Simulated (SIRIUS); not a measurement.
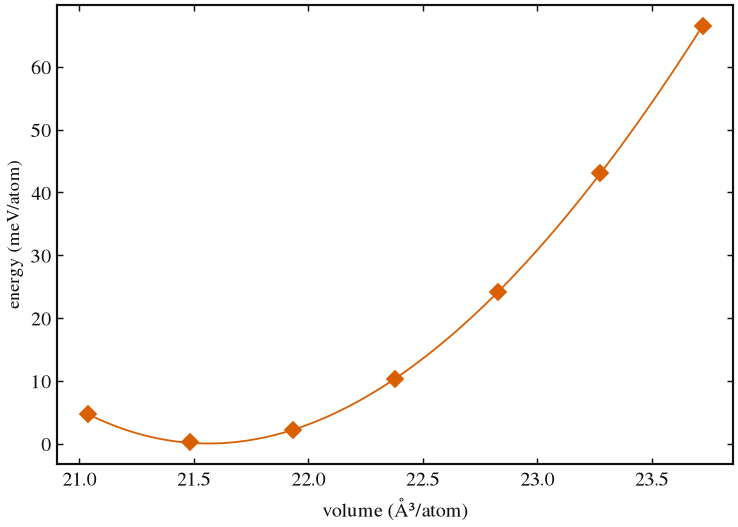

The figure shows the energy against volume for Hf, space group P6_3/mmc (No. 194).

Structure:
```xyz
2
Lattice="3.1967 0.0000 0.0000 -1.5983 2.7684 0.0000 0.0000 0.0000 5.0578" Properties=species:S:1:pos:R:3 pbc="T T T"
Hf    1.5984    0.9228    3.7934
Hf    0.0000    1.8456    1.2645
```

Computed with SIRIUS 7.12.0: all-electron LAPW DFT, no spin polarisation; energies at scaled volumes of the given cell, shape and fractions fixed, counted from the fit's minimum, third-order Birch-Murnaghan fit. Level: PBEsol.

```csv
setting,value
k mesh,10×10×5
occupations,Fermi–Dirac
smearing width,0.05 eV
potentials,all electron FP LAPW
program settings,"basis apw+lo standard, gk cutoff 3.47 1/bohr, pw cutoff 20 1/bohr"
```

This calculation gives: equilibrium volume 21.56 Å³/atom and bulk modulus 113 GPa.

Now the level changes from PBEsol to RPBE. How do these quantities change?

The equilibrium volume rises from 21.56 to 23.10 Å³/atom (+7.1 %) and the bulk modulus falls from 113 to 102 GPa (−10 %).

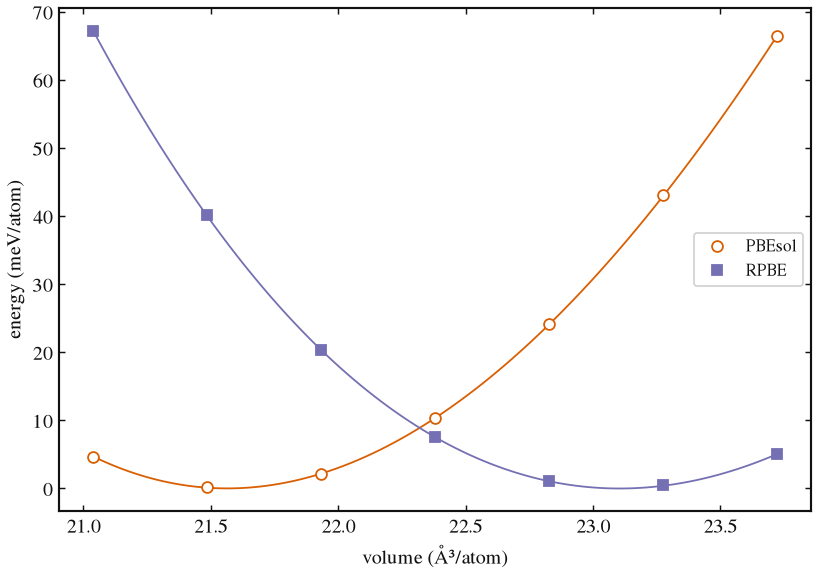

The two results together.

For both, limits of the calculation: shape and atomic fractions are frozen while scaling, which makes layered, chain and framework solids too stiff.

V0 and the bulk modulus come from third-order Birch–Murnaghan fits.
